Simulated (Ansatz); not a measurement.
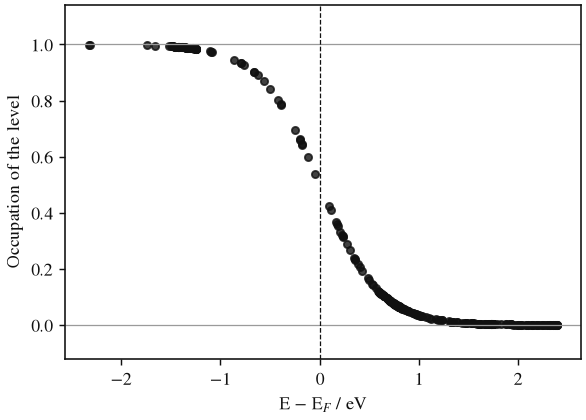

Occupations of the one-electron levels of the k mesh against their energy, from a run on NdH2, space group Fm-3m (No. 225), 3 atoms in the cell, with Ansatz.

Name the smearing function and its width.

Answer. Fermi-Dirac smearing with a width of 0.3 eV. The occupations stay between 0 and 1 and have long exponential tails; the slope at the Fermi level is 1/(4 × width).

Is that width safe?

Answer. It is wide: energies, forces and moments pick up smearing errors, and small gaps get partly filled, so it should be reduced or extrapolated to zero width.
